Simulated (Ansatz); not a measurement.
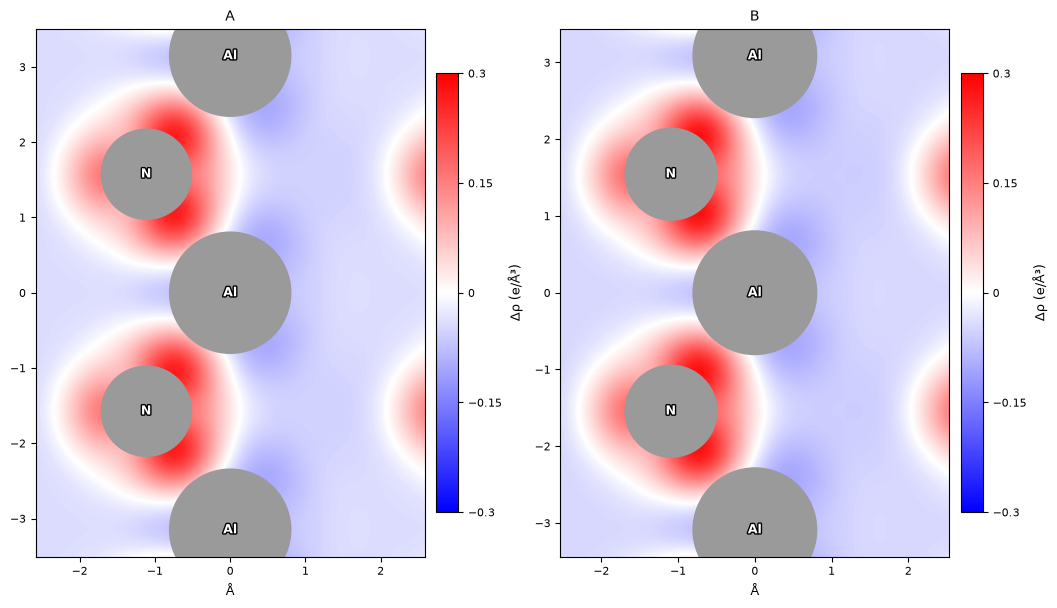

AlN: deformation density on the (011) plane of the conventional cell at two volumes, with the same fractional coordinates and one colour scale. Grey discs cover the cores. Panel A has 106 % of the volume of panel B.

Space group F-43m. This isn't the usual form at ambient conditions. The cell comes from a database of computed structures, not from a measurement.

Theory: DFT PBE, scalar-relativistic, plane waves, PAW (Ansatz).

> How do bonds, bonding charge and pressure respond to this change of volume?

The pressure is 4.9 GPa in B and −6.2 GPa in A.
- Bader charges in B: Al +2.43 and N −2.43 e; in A: Al +2.41 and N −2.41 e.
- The rearranged charge is 0.33 e an atom in B and 0.32 e in A.

Run times: 10 s (base cell) and 9.5 s (scaled cell), on 2 threads of Intel(R) Xeon(R) 6975P-C (Granite Rapids), on a shared host.
